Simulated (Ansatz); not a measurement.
# Nudged elastic band, with input and output: Zr5O8 (part 1 of 2)

- system: Zr5O8 (defect cell, 13 atoms in the cell)
- method: DFT PBE, scalar-relativistic, plane waves, PAW, no spin polarisation (Ansatz 0.2.0)

The structure derives from an entry of the Crystallography Open Database. The run did not end well. One setting was made poor on purpose. It belongs to a series of runs on one base structure; here: band between the two ends.

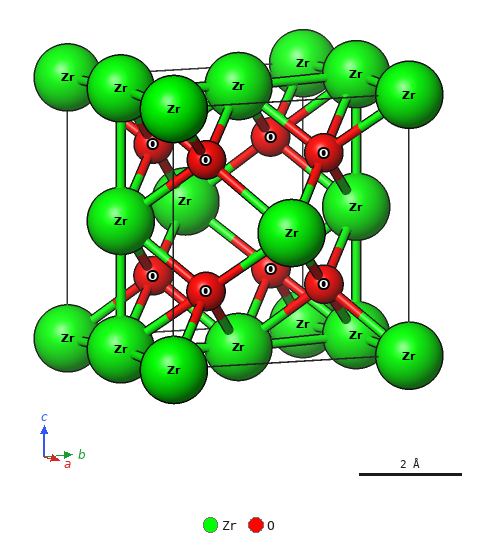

**Figure 1.** The starting structure (ball-and-stick view of the cell of the calculation, seen at an oblique angle). Near neighbours in the crystal (not all of them lie inside the picture): Zr has 8 O at 2.18 to 2.24 Å and 2 Zr at 2.54 to 2.63 Å; Zr has 8 O at 2.19 to 2.25 Å; O has 5 Zr at 2.18 to 2.25 Å; Zr has 8 O at 2.18 to 2.24 Å and 6 Zr at 2.54 to 2.63 Å.

The input:
```yaml
crystal:
  lattice:
    - [-3.5916, -3.5916, 0.0]
    - [3.5916, -3.5916, 0.0]
    - [0.0, 0.0, 5.179]
  atoms:
    - { symbol: Zr, position: [0.49714452, 0.50313412, -0.00419198] }
    - { symbol: Zr, position: [-0.00300337, 0.50319019, 0.49304672] }
    - { symbol: O, position: [0.2476493, 0.75359703, 0.25258872] }
    - { symbol: O, position: [0.24650849, 0.75243819, 0.75676515] }
    - { symbol: O, position: [0.24765933, 0.25268976, 0.25263475] }
    - { symbol: O, position: [0.24648129, 0.25383187, 0.75681196] }
    - { symbol: Zr, position: [-0.00282402, 0.00312618, -0.00434944] }
    - { symbol: Zr, position: [0.49704499, 0.00318928, 0.50599045] }
    - { symbol: O, position: [0.74670012, 0.2526273, 0.25257987] }
    - { symbol: O, position: [0.7478215, 0.2538321, 0.75675936] }
    - { symbol: O, position: [0.74666166, 0.75366541, 0.25260596] }
    - { symbol: O, position: [0.74784344, 0.75242344, 0.7567974] }
    - { symbol: Zr, position: [0.49721095, 0.00311862, 0.01403] }
basis:
  ecutwfc: 420.0
kpoints:
  mp_grid: { grid: [2, 2, 2] }
hamiltonian:
  xc: pbe
scf:
  occupations: { method: gaussian, width: 0.05 }
  lower_state_search: "off"
  max_iter: 54
neb:
  images: 3
  f_tol: 0.05
  max_iterations: 46
  order_check: false
  spring: 100.0
  optimiser: fire
  final_atoms:
    - { symbol: Zr, position: [0.50371089, 0.49668396, -0.02889121] }
    - { symbol: Zr, position: [0.00370337, 0.49672453, 0.50392886] }
    - { symbol: O, position: [0.25949643, 0.74122504, 0.25138371] }
    - { symbol: O, position: [0.24803561, 0.75204736, 0.75672345] }
    - { symbol: O, position: [0.25936084, 0.25218624, 0.25141604] }
    - { symbol: O, position: [0.24809083, 0.24132741, 0.75679594] }
    - { symbol: Zr, position: [0.00378528, -0.00330667, 0.03683213] }
    - { symbol: Zr, position: [0.50371875, -0.00329377, 0.50405453] }
    - { symbol: O, position: [0.74801961, 0.2521166, 0.25134224] }
    - { symbol: O, position: [0.75942956, 0.24132902, 0.75670957] }
    - { symbol: O, position: [0.74806189, 0.74121429, 0.25138181] }
    - { symbol: O, position: [0.75935489, 0.75211767, 0.75678089] }
    - { symbol: Zr, position: [0.00372758, 0.4966754, 0.00392657] }
```

Run as:
```bash
ansatz run input.yaml --threads 1 --pin off --max-ram 3072MiB --backend cpu --events-out ev --progress --plain --runs-dir out
```

Output:
```
Warning: neb: disabling space-group detection — the band's intermediate images generally break the endpoint symmetry, so no spatial operation reduces the k-mesh or symmetrises the density, except that a semilocal band can use its path's symmetry ahead of convergence; time reversal is kept, so that k and −k are solved as one point where they differ and the mesh holds both, and exact exchange and, on two spinor components, a DFT+U term hold to it where the run has them: on two components no moment then forms, and a state that bears one, which a typed moment (crystal.atoms[].spin; refused beside efield: under a hybrid functional) reaches, can lie lower, under hf by electronvolts; crystal.symmetry.detect: false (a key that needs symmetry detection or time reversal refuses this as the deck is read) with time_reversal: false beside it drops time reversal too
Engine: ansatz 0.2.0, aarch64-unknown-linux-gnu
Pseudopotentials: kind: paw
Pseudopotential: Zr, paw, valence charge 12, recommended cutoff 420 eV (normal), Zr.paw.azcp
Pseudopotential: O, paw, valence charge 6, recommended cutoff 420 eV (normal), O.paw.azcp
Functional definition: PBE
  parameter kappa = 0.804
  parameter beta = 0.06672455060314922
  exchange = pbe_x(kappa = kappa, mu = beta*pi^2/3)
  correlation = pbe_c(beta = beta)
NEB image 0
Crystal: 13 atoms, lattice volume = 133.614 Å³
Basis set: ecut = 420 eV, 2593 PW (Γ), exchange–correlation on 72×72×72 points (8 copies of the dense FFT grid, shifted against one another)
Bands: 67, of which v1, the nominal top of the filled ones, is band 54 counted from 1 (53 counted from 0)
Symmetry: 1 space group operations
k-points: 8
Non-local potential: Zr, projectors of the file, l = 0: 3, l = 1: 2, l = 2: 2, l = 3: 2
Non-local potential: O, projectors of the file, l = 0: 2, l = 1: 2, l = 2: 1
PAW form: soft (Blöchl's): semilocal exchange-correlation on the pseudo side does not see the compensation charge
PAW one-centre angular grid: Zr, 590 points (default); XC on 64 Gauss nodes
PAW one-centre angular grid: O, 110 points (default); XC on 64 Gauss nodes
Initial density: superposition of atomic densities (neutral atoms: chi_scale 0, normalization atom), corrected by the library's trained network
Initial wavefunctions: pseudopotential atomic-orbital guess
Functional: x = pbe(κ = 0.804, μ = 0.2195149727645171), c = pbe(β = 0.06672455060314922)
SCF iter   1: F=—  HF=-25472.628003 eV  |F-HF|=—  |Δ(HF+E_count)|=         —  Δρ=1.66e-2  dr2=9.55e-1  ethr=1.77e-3  ⟨swp⟩=6.1  Hψ=2058  notcnv=0  defer=4
preconditioner: auto → LDOS  [insulator: Δε(μ)=0.055 eV  Ē_g=17.452 eV  σ=0.050 eV  W_gap=0.52  n_scr=32 (ndim 8)  ℏωp=31.8 eV  f_vac=0.020  D(μ)=10.95/eV (n_scr^D=130)  ε∞_Penn≈4.3  β→1.0]
SCF iter   2: F=—  HF=-25472.585291 eV  |F-HF|=—  |Δ(HF+E_count)|=   4.27e-2  Δρ=8.99e-3  dr2=2.07e-1  ethr=8.84e-4  ⟨swp⟩=2.0  Hψ=670  notcnv=0  defer=37
SCF iter   3: F=—  HF=-25472.568861 eV  |F-HF|=—  |Δ(HF+E_count)|=   1.64e-2  Δρ=4.51e-3  dr2=6.53e-2  ethr=1.92e-4  ⟨swp⟩=2.4  Hψ=830  notcnv=0  defer=44
SCF iter   4: F=—  HF=-25472.562579 eV  |F-HF|=—  |Δ(HF+E_count)|=   6.28e-3  Δρ=2.13e-3  dr2=1.31e-2  ethr=6.05e-5  ⟨swp⟩=2.0  Hψ=606  notcnv=0  defer=44
SCF iter   5: F=—  HF=-25472.561059 eV  |F-HF|=—  |Δ(HF+E_count)|=   1.52e-3  Δρ=8.71e-4  dr2=2.32e-3  ethr=1.21e-5  ⟨swp⟩=1.8  Hψ=606  notcnv=0  defer=44
SCF iter   6: F=—  HF=-25472.560863 eV  |F-HF|=—  |Δ(HF+E_count)|=   1.96e-4  Δρ=4.72e-4  dr2=5.73e-4  ethr=2.15e-6  ⟨swp⟩=2.1  Hψ=618  notcnv=0  defer=44
SCF iter   7: F=—  HF=-25472.560831 eV  |F-HF|=—  |Δ(HF+E_count)|=   3.26e-5  Δρ=1.70e-4  dr2=6.35e-5  ethr=5.31e-7  ⟨swp⟩=2.1  Hψ=750  notcnv=0  defer=44
SCF iter   8: F=—  HF=-25472.560256 eV  |F-HF|=—  |Δ(HF+E_count)|=   5.74e-4  Δρ=5.61e-5  dr2=8.59e-6  ethr=5.88e-8  ⟨swp⟩=2.0  Hψ=841  notcnv=0  defer=44
SCF iter   9: F=—  HF=-25472.560256 eV  |F-HF|=—  |Δ(HF+E_count)|=   5.94e-7  Δρ=2.22e-5  dr2=1.04e-6  ethr=7.95e-9  ⟨swp⟩=2.0  Hψ=805  notcnv=0  defer=44
SCF iter  10: F=—  HF=-25472.560256 eV  |F-HF|=—  |Δ(HF+E_count)|=   7.94e-8  Δρ=9.16e-6  dr2=1.30e-7  ethr=9.67e-10  ⟨swp⟩=2.0  Hψ=802  notcnv=0  defer=44
SCF iter  11: F=-25472.560256 eV  HF=-25472.560256 eV  |F-HF|=3.19e-9  |Δ(HF+E_count)|=  3.06e-10  Δρ=3.54e-6  dr2=1.52e-8  ethr=9.26e-11  ⟨swp⟩=4.0  Hψ=1644  notcnv=0
SCF 1 converged in 11 iterations: F = -25472.560256 eV  dr2 = 1.52e-8
  greatest PAW one-centre occupation: 0.996 electrons in one spin orbital (limit 2), on the Zr atom at site 12 (counted from 0), in its partial waves of l = 0
NSCF: frozen V_eff on 8 k-points
NEB image 4
SCF iter   1: F=—  HF=-25472.641453 eV  |F-HF|=—  |Δ(HF+E_count)|=         —  Δρ=1.03e-2  dr2=2.72e-1  ethr=1.77e-3  ⟨swp⟩=6.2  Hψ=2079  notcnv=0  defer=2
preconditioner: auto → LDOS  [metal: Δε(μ)=0.048 eV  Ē_g=17.488 eV  σ=0.050 eV  W_gap=0.50  n_scr=32 (ndim 8)  ℏωp=31.8 eV  f_vac=0.019  D(μ)=7.87/eV (n_scr^D=80)  β→1.0]
SCF iter   2: F=—  HF=-25472.613828 eV  |F-HF|=—  |Δ(HF+E_count)|=   2.76e-2  Δρ=4.57e-3  dr2=1.79e-2  ethr=2.52e-4  ⟨swp⟩=2.6  Hψ=869  notcnv=0  defer=40
SCF iter   3: F=—  HF=-25472.613146 eV  |F-HF|=—  |Δ(HF+E_count)|=   6.81e-4  Δρ=2.51e-3  dr2=7.04e-3  ethr=1.66e-5  ⟨swp⟩=2.0  Hψ=824  notcnv=0  defer=40
SCF iter   4: F=—  HF=-25472.611638 eV  |F-HF|=—  |Δ(HF+E_count)|=   1.51e-3  Δρ=5.12e-4  dr2=7.59e-4  ethr=6.52e-6  ⟨swp⟩=2.0  Hψ=756  notcnv=0  defer=40
SCF iter   5: F=—  HF=-25472.611539 eV  |F-HF|=—  |Δ(HF+E_count)|=   9.90e-5  Δρ=2.61e-4  dr2=2.25e-4  ethr=7.03e-7  ⟨swp⟩=2.0  Hψ=662  notcnv=0  defer=40
SCF iter   6: F=—  HF=-25472.611518 eV  |F-HF|=—  |Δ(HF+E_count)|=   2.17e-5  Δρ=9.52e-5  dr2=2.42e-5  ethr=2.08e-7  ⟨swp⟩=2.0  Hψ=673  notcnv=0  defer=40
SCF iter   7: F=—  HF=-25472.611125 eV  |F-HF|=—  |Δ(HF+E_count)|=   3.93e-4  Δρ=3.86e-5  dr2=1.90e-6  ethr=2.24e-8  ⟨swp⟩=2.0  Hψ=765  notcnv=0  defer=40
SCF iter   8: F=—  HF=-25472.611125 eV  |F-HF|=—  |Δ(HF+E_count)|=   1.29e-7  Δρ=1.88e-5  dr2=4.24e-7  ethr=1.76e-9  ⟨swp⟩=2.0  Hψ=768  notcnv=0  defer=40
SCF iter   9: F=-25472.611125 eV  HF=-25472.611125 eV  |F-HF|=2.91e-9  |Δ(HF+E_count)|=   3.17e-8  Δρ=3.90e-6  dr2=2.63e-8  ethr=9.26e-11  ⟨swp⟩=4.8  Hψ=1771  notcnv=0
SCF 2 converged in 9 iterations: F = -25472.611125 eV  dr2 = 2.63e-8
NSCF: frozen V_eff on 8 k-points
NEB end point (image 0): max|allowed force component| = 7.664e-3 eV/Å (the criterion of neb.relax_end_points is 1.000e-2)
NEB end point (image 4): max|allowed force component| = 2.866e-2 eV/Å (the criterion of neb.relax_end_points is 1.000e-2)
NEB image 1
SCF iter   1: F=—  HF=-25454.100583 eV  |F-HF|=—  |Δ(HF+E_count)|=         —  Δρ=2.24e-2  dr2=8.44e-1  ethr=1.77e-3  ⟨swp⟩=6.6  Hψ=1957  notcnv=0  defer=4
preconditioner: auto → LDOS  [metal: Δε(μ)=0.009 eV  Ē_g=16.520 eV  σ=0.050 eV  W_gap=0.10  n_scr=32 (ndim 8)  ℏωp=31.1 eV  f_vac=0.016  D(μ)=6.78/eV (n_scr^D=80)  β→1.0]
SCF iter   2: F=—  HF=-25453.966395 eV  |F-HF|=—  |Δ(HF+E_count)|=   1.34e-1  Δρ=1.51e-2  dr2=2.70e-1  ethr=7.81e-4  ⟨swp⟩=2.9  Hψ=1115  notcnv=0  defer=49
SCF iter   3: F=—  HF=-25453.910245 eV  |F-HF|=—  |Δ(HF+E_count)|=   5.62e-2  Δρ=5.37e-3  dr2=4.57e-2  ethr=2.50e-4  ⟨swp⟩=2.8  Hψ=941  notcnv=0  defer=49
[...]
  greatest PAW one-centre occupation: 0.999 electrons in one spin orbital (limit 2), on the Zr atom at site 12 (counted from 0), in its partial waves of l = 1
NEB image 2
preconditioner: auto → LDOS  [insulator: Δε(μ)=0.115 eV  Ē_g=16.761 eV  σ=0.050 eV  W_gap=0.51  n_scr=32 (ndim 8)  ℏωp=31.1 eV  f_vac=0.014  D(μ)=7.39/eV (n_scr^D=80)  ε∞_Penn≈4.5  β→1.0]
preconditioner: auto → Resta (q_TF=auto, 2.633 Å⁻¹)  ε∞=4.3  [insulator: Δε(μ)=0.162 eV  Ē_g=17.040 eV  σ=0.050 eV  W_gap=0.98  n_scr=32 (ndim 8)  ℏωp=31.1 eV  f_vac=0.008  D(μ)=0.41/eV (n_scr^D=0)  ε∞_Penn≈4.3  β→0.5]
  greatest PAW one-centre occupation: 1.024 electrons in one spin orbital (limit 2), on the Zr atom at site 12 (counted from 0), in its partial waves of l = 1
NEB image 3
preconditioner: auto → LDOS  [insulator: Δε(μ)=0.126 eV  Ē_g=16.614 eV  σ=0.050 eV  W_gap=0.92  n_scr=32 (ndim 8)  ℏωp=31.1 eV  f_vac=0.015  D(μ)=1.56/eV (n_scr^D=6)  ε∞_Penn≈4.5  β→1.0]
  greatest PAW one-centre occupation: 0.998 electrons in one spin orbital (limit 2), on the Zr atom at site 12 (counted from 0), in its partial waves of l = 1
NEB iter   1: max|band force component| = 7.005e1 eV/Å  barrier→ = 52.4458 eV  barrier← = 52.4967 eV  Δτ_max = 0.2000 Å  (48 SCF iters)
NEB image 1
Initial density: handed on by an earlier stage of this run
Initial wavefunctions: those handed on with the density
preconditioner: auto → LDOS  [insulator: Δε(μ)=0.051 eV  Ē_g=17.362 eV  σ=0.050 eV  W_gap=0.53  n_scr=32 (ndim 8)  ℏωp=31.8 eV  f_vac=0.017  D(μ)=4.45/eV (n_scr^D=28)  ε∞_Penn≈4.4  β→1.0]
  greatest PAW one-centre occupation: 0.997 electrons in one spin orbital (limit 2), on the Zr atom at site 12 (counted from 0), in its partial waves of l = 0
NEB image 2
preconditioner: auto → Kerker (q_TF=auto, 2.633 Å⁻¹)  [metal: Δε(μ)=0.046 eV  Ē_g=16.654 eV  σ=0.050 eV  W_gap=0.48  n_scr=32 (ndim 8)  ℏωp=31.1 eV  f_vac=0.005  D(μ)=10.66/eV (n_scr^D=122)]
  greatest PAW one-centre occupation: 1.011 electrons in one spin orbital (limit 2), on the Zr atom at site 12 (counted from 0), in its partial waves of l = 1
NEB image 3
preconditioner: auto → LDOS  [insulator: Δε(μ)=0.085 eV  Ē_g=17.364 eV  σ=0.050 eV  W_gap=0.77  n_scr=32 (ndim 8)  ℏωp=31.8 eV  f_vac=0.016  D(μ)=3.30/eV (n_scr^D=18)  ε∞_Penn≈4.4  β→1.0]
preconditioner: auto → Resta (q_TF=auto, 2.633 Å⁻¹)  ε∞=4.4  [insulator: Δε(μ)=0.146 eV  Ē_g=17.352 eV  σ=0.050 eV  W_gap=0.96  n_scr=32 (ndim 8)  ℏωp=31.8 eV  f_vac=0.017  D(μ)=0.90/eV (n_scr^D=0)  ε∞_Penn≈4.4  β→0.5]
NEB iter   2: max|band force component| = 3.863e1 eV/Å  barrier→ = 29.2078 eV  barrier← = 29.2587 eV  Δτ_max = 0.2000 Å  (29 SCF iters)
[... from here on the SCF iterations and repeated set-up lines of each step are left out, up to the last step ...]
NEB image 1
NEB image 2
NEB image 3
NEB iter   3: max|band force component| = 1.265e1 eV/Å  barrier→ = 16.7423 eV  barrier← = 16.7932 eV  Δτ_max = 0.1823 Å  (33 SCF iters)
NEB image 1
NEB image 2
NEB image 3
NEB iter   4: max|band force component| = 7.480e0 eV/Å  barrier→ = 13.6573 eV  barrier← = 13.7082 eV  Δτ_max = 0.1079 Å  (33 SCF iters)
NEB image 1
NEB image 2
NEB image 3
NEB iter   5: max|band force component| = 8.711e0 eV/Å  barrier→ = 12.7968 eV  barrier← = 12.8477 eV  Δτ_max = 0.0314 Å  (34 SCF iters)
NEB image 1
NEB image 2
NEB image 3
NEB iter   6: max|band force component| = 3.002e0 eV/Å  barrier→ = 12.6954 eV  barrier← = 12.7463 eV  Δτ_max = 0.0409 Å  (27 SCF iters)
NEB image 1
NEB image 2
NEB image 3
NEB iter   7: max|band force component| = 4.478e0 eV/Å  barrier→ = 12.5158 eV  barrier← = 12.5666 eV  Δτ_max = 0.0161 Å  (27 SCF iters)
NEB image 1
NEB image 2
NEB image 3
NEB iter   8: max|band force component| = 2.358e0 eV/Å  barrier→ = 12.4498 eV  barrier← = 12.5007 eV  Δτ_max = 0.0217 Å  (24 SCF iters)
NEB image 1
NEB image 2
NEB image 3
NEB iter   9: max|band force component| = 1.871e0 eV/Å  barrier→ = 12.3356 eV  barrier← = 12.3865 eV  Δτ_max = 0.0249 Å  (29 SCF iters)
NEB image 1
NEB image 2
NEB image 3
NEB iter  10: max|band force component| = 2.800e0 eV/Å  barrier→ = 12.2108 eV  barrier← = 12.2617 eV  Δτ_max = 0.0285 Å  (30 SCF iters)
NEB image 1
NEB image 2
NEB image 3
NEB iter  11: max|band force component| = 1.678e0 eV/Å  barrier→ = 12.0992 eV  barrier← = 12.1501 eV  Δτ_max = 0.0296 Å  (28 SCF iters)
NEB image 1
NEB image 2
NEB image 3
NEB iter  12: max|band force component| = 1.063e0 eV/Å  barrier→ = 12.0345 eV  barrier← = 12.0854 eV  Δτ_max = 0.0290 Å  (30 SCF iters)
NEB image 1
NEB image 2
NEB image 3
NEB iter  13: max|band force component| = 2.307e0 eV/Å  barrier→ = 12.0072 eV  barrier← = 12.0580 eV  Δτ_max = 0.0021 Å  (27 SCF iters)
NEB image 1
NEB image 2
NEB image 3
NEB iter  14: max|band force component| = 1.898e0 eV/Å  barrier→ = 12.0048 eV  barrier← = 12.0557 eV  Δτ_max = 0.0038 Å  (18 SCF iters)
NEB image 1
NEB image 2
NEB image 3
NEB iter  15: max|band force component| = 1.155e0 eV/Å  barrier→ = 12.0006 eV  barrier← = 12.0515 eV  Δτ_max = 0.0047 Å  (20 SCF iters)
NEB image 1
NEB image 2
NEB image 3
NEB iter  16: max|band force component| = 4.961e-1 eV/Å  barrier→ = 11.9954 eV  barrier← = 12.0463 eV  CI = image 2  Δτ_max = 0.0046 Å  (20 SCF iters)
NEB image 1
NEB image 2
NEB image 3
NEB iter  17: max|band force component| = 7.163e-1 eV/Å  barrier→ = 11.9903 eV  barrier← = 12.0412 eV  CI = image 2  Δτ_max = 0.0031 Å  (20 SCF iters)
NEB image 1
NEB image 2
NEB image 3
NEB iter  18: max|band force component| = 1.427e0 eV/Å  barrier→ = 11.9866 eV  barrier← = 12.0375 eV  CI = image 2  Δτ_max = 0.0013 Å  (21 SCF iters)
NEB image 1
NEB image 2
NEB image 3
NEB iter  19: max|band force component| = 1.225e0 eV/Å  barrier→ = 11.9863 eV  barrier← = 12.0372 eV  CI = image 2  Δτ_max = 0.0024 Å  (15 SCF iters)
NEB image 1
NEB image 2
NEB image 3
NEB iter  20: max|band force component| = 8.507e-1 eV/Å  barrier→ = 11.9859 eV  barrier← = 12.0367 eV  CI = image 2  Δτ_max = 0.0031 Å  (18 SCF iters)
NEB image 1
NEB image 2
NEB image 3
NEB iter  21: max|band force component| = 4.469e-1 eV/Å  barrier→ = 11.9852 eV  barrier← = 12.0361 eV  CI = image 2  Δτ_max = 0.0033 Å  (18 SCF iters)
NEB image 1
NEB image 2
NEB image 3
NEB iter  22: max|band force component| = 2.741e-1 eV/Å  barrier→ = 11.9844 eV  barrier← = 12.0353 eV  CI = image 2  Δτ_max = 0.0027 Å  (18 SCF iters)
NEB image 1
NEB image 2
NEB image 3
NEB iter  23: max|band force component| = 5.674e-1 eV/Å  barrier→ = 11.9835 eV  barrier← = 12.0344 eV  CI = image 2  Δτ_max = 0.0026 Å  (18 SCF iters)
NEB image 1
NEB image 2
NEB image 3
NEB iter  24: max|band force component| = 7.991e-1 eV/Å  barrier→ = 11.9827 eV  barrier← = 12.0335 eV  CI = image 2  Δτ_max = 0.0027 Å  (18 SCF iters)
NEB image 1
NEB image 2
NEB image 3
NEB iter  25: max|band force component| = 8.074e-1 eV/Å  barrier→ = 11.9817 eV  barrier← = 12.0326 eV  CI = image 2  Δτ_max = 0.0027 Å  (17 SCF iters)
NEB image 1
NEB image 2
NEB image 3
NEB iter  26: max|band force component| = 5.564e-1 eV/Å  barrier→ = 11.9808 eV  barrier← = 12.0316 eV  CI = image 2  Δτ_max = 0.0028 Å  (18 SCF iters)
NEB image 1
NEB image 2
NEB image 3
NEB iter  27: max|band force component| = 1.821e-1 eV/Å  barrier→ = 11.9796 eV  barrier← = 12.0305 eV  CI = image 2  Δτ_max = 0.0031 Å  (18 SCF iters)
NEB image 1
NEB image 2
NEB image 3
NEB iter  28: max|band force component| = 4.115e-1 eV/Å  barrier→ = 11.9782 eV  barrier← = 12.0291 eV  CI = image 2  Δτ_max = 0.0008 Å  (18 SCF iters)
NEB image 1
NEB image 2
NEB image 3
NEB iter  29: max|band force component| = 2.646e-1 eV/Å  barrier→ = 11.9780 eV  barrier← = 12.0288 eV  CI = image 2  Δτ_max = 0.0013 Å  (14 SCF iters)
NEB image 1
NEB image 2
NEB image 3
NEB iter  30: max|band force component| = 2.181e-1 eV/Å  barrier→ = 11.9775 eV  barrier← = 12.0284 eV  CI = image 2  Δτ_max = 0.0013 Å  (17 SCF iters)
NEB image 1
NEB image 2
NEB image 3
NEB iter  31: max|band force component| = 2.316e-1 eV/Å  barrier→ = 11.9768 eV  barrier← = 12.0277 eV  CI = image 2  Δτ_max = 0.0017 Å  (17 SCF iters)
NEB image 1
NEB image 2
NEB image 3
NEB iter  32: max|band force component| = 3.585e-1 eV/Å  barrier→ = 11.9759 eV  barrier← = 12.0267 eV  CI = image 2  Δτ_max = 0.0022 Å  (16 SCF iters)
NEB image 1
NEB image 2
NEB image 3
NEB iter  33: max|band force component| = 3.360e-1 eV/Å  barrier→ = 11.9747 eV  barrier← = 12.0255 eV  CI = image 2  Δτ_max = 0.0027 Å  (14 SCF iters)
NEB image 1
NEB image 2
NEB image 3
NEB iter  34: max|band force component| = 3.053e-1 eV/Å  barrier→ = 11.9731 eV  barrier← = 12.0240 eV  CI = image 2  Δτ_max = 0.0038 Å  (17 SCF iters)
NEB image 1
NEB image 2
NEB image 3
NEB iter  35: max|band force component| = 3.487e-1 eV/Å  barrier→ = 11.9707 eV  barrier← = 12.0216 eV  CI = image 2  Δτ_max = 0.0052 Å  (18 SCF iters)
NEB image 1
NEB image 2
NEB image 3
```
